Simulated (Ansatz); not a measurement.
Consider HW$_{5}$S$_{10}$ (cell with a defect).

Input

```
crystal:
  lattice:
    - [-4.7816209852, 2.760670163, 0.0]
    - [-1.5938736617, 0.9202233877, 7.4744493329]
    - [1.5938736617, 8.2820104889, 0.0]
  atoms:
    - { symbol: W, position: [0.9993225508, 0.0020323476, 1.0] }
    - { symbol: W, position: [0.3993225508, 0.0020323476, 0.2] }
    - { symbol: W, position: [0.7993225508, 0.0020323476, 0.4] }
    - { symbol: W, position: [0.1993225508, 0.0020323476, 0.6] }
    - { symbol: W, position: [0.5993225508, 0.0020323476, 0.8] }
    - { symbol: S, position: [0.5959257293, 0.2122228121, 1.0], spin: 0.143 }
    - { symbol: S, position: [0.9959257293, 0.2122228121, 0.2], spin: 0.143 }
    - { symbol: S, position: [0.3959257293, 0.2122228121, 0.4] }
    - { symbol: S, position: [0.7959257293, 0.2122228121, 0.6] }
    - { symbol: S, position: [0.1959257293, 0.2122228121, 0.8], spin: 0.143 }
    - { symbol: S, position: [0.7360517199, 0.7918448403, 1.0], spin: 0.143 }
    - { symbol: S, position: [0.1360517199, 0.7918448403, 0.2], spin: 0.143 }
    - { symbol: S, position: [0.5360517199, 0.7918448403, 0.4] }
    - { symbol: S, position: [0.9360517199, 0.7918448403, 0.6] }
    - { symbol: S, position: [0.3360517199, 0.7918448403, 0.8], spin: 0.143 }
    - { symbol: H, position: [0.175, 0.5, 0.99375], spin: 0.143 }
  host:
    lattice:
      - [1.5938736617, 0.9202233877, 7.4744493329]
      - [-1.5938736617, 0.9202233877, 7.4744493329]
      - [0.0, -1.8404467753, 7.4744493329]
    atoms:
      - { symbol: W, position: [0.0006774492, 0.0006774492, 0.0006774492] }
      - { symbol: S, position: [0.4040742707, 0.4040742707, 0.4040742707] }
      - { symbol: S, position: [0.2639482801, 0.2639482801, 0.2639482801] }
basis:
  ecutwfc: 420
  xc_grid: 2
kpoints:
  mp_grid: { grid: [4, 3, 4], shift: [0.0, 0.0, 0.0] }
hamiltonian:
  xc: pbe
scf:
  occupations: { method: gaussian, width: 0.01 }
output:
  forces: true
  stress: false
  eigenvalues: true
  populations: true
  charged_corrections:
    defect_position: [0.175, 0.5, 0.99375]
    epsilon: [[11.5894, 0.0, 0.0], [0.0, 11.5894, 0.0], [0.0, 0.0, 3.2072]]
  write_density: true
  write_potential: true
  elf: true
  volumetric_format: npy
magnetization:
  spin_polarized: true
relax:
  adjacent_minimum: "off"
  f_tol: 0.025
  max_steps: 45
```

Command:

```sh
ansatz run input.yaml --threads 4 --pin off --max-ram 10240MiB --backend cpu --events-out ev --progress --plain --runs-dir out
```

The fields are those of the run's last geometry, not of the input's.

Spin-polarised.

Theory: DFT PBE, scalar-relativistic, plane waves, PAW in Ansatz.

> Predict the valence pseudo-density, electron localisation function and spin density between the atoms.

W–S (2.42 Å): the density is about 0.62 e/Å³ at the midpoint; the ELF peaks at about 0.85 in the valence shell of S, 0.8 Å from its nucleus, and is about 0.50 at the midpoint.
W–S (2.42 Å): ρ at the midpoint is about 0.62 e/Å³; the ELF peaks at about 0.85 in the valence shell of S, 0.8 Å from its nucleus, and is about 0.50 at the midpoint.
The spin density sits on W: +0.3 μB in one cell of 16 atoms, with smaller moments on other sites: H (up to +0.09 μB): with much of the spin spread outside that site. The cell of the calculation (16 atoms) carries 1.0 μB of net spin moment.

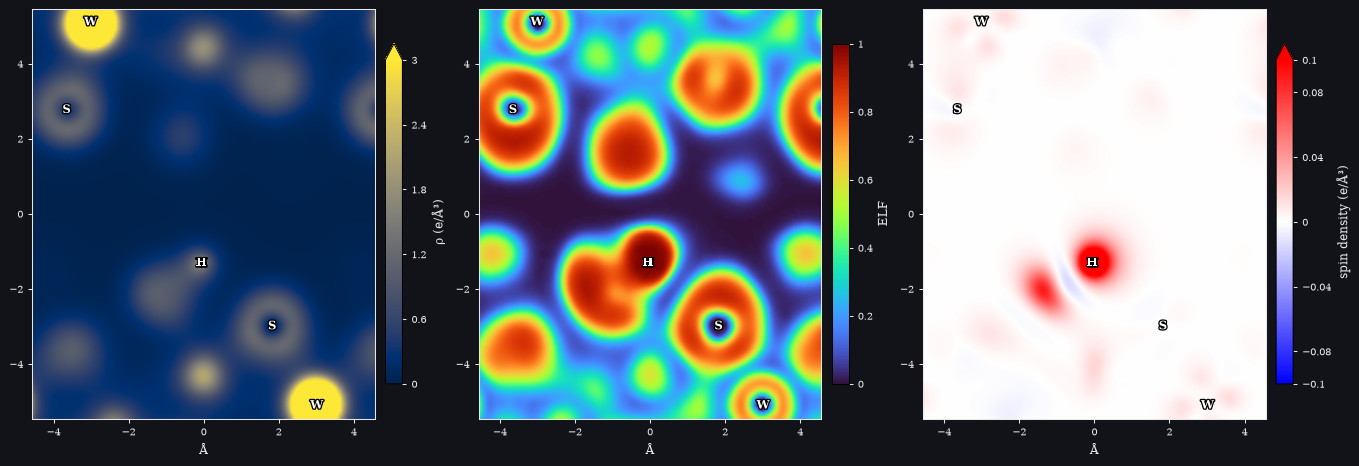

Computed valence pseudo-density, electron localisation function and spin density on the (11̄0) plane of the calculation cell, in this order. Atoms just off the plane (W, 0.8 Å away and S, 0.6 Å away) can leave unmarked features too.

In a PAW calculation such maps are meaningful between the atoms, not at the nuclei.
